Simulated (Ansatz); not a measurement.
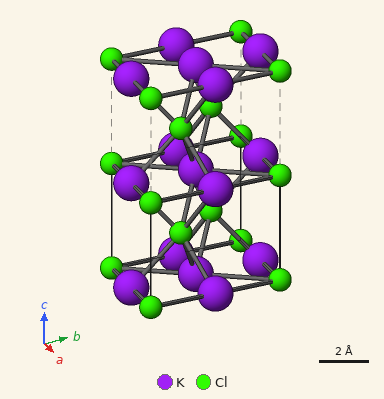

We look at a ball-and-stick model of the crystal slightly off an axis. Shown are 1×1×2 repeats of the conventional unit cell, one of them outlined in solid lines.

KCl, space group P6/mmm (No. 191), a = 7.28 Å, b = 7.28 Å, c = 4.44 Å, α = 90.00°, β = 90.00°, γ = 120.00°.

Level of theory: DFT r2SCAN, scalar-relativistic, plane waves, PAW (Ansatz). Settings were a kinetic-energy cutoff of 500 eV, a 6×6×6 grid in reciprocal space, Gaussian smearing of 0.02 eV, no spin polarisation.

Predict the gap.

Answer. An insulator at this level, with a gap of 4.18 eV on the k-mesh (the true edges may lie between mesh points, so the gap can be somewhat smaller).

The structure comes from a textbook structure type filled with these elements (whether it is the usual form wasn't checked). The final geometry of a relaxation with DFT r2SCAN, scalar-relativistic, plane waves, PAW (Ansatz) is shown.
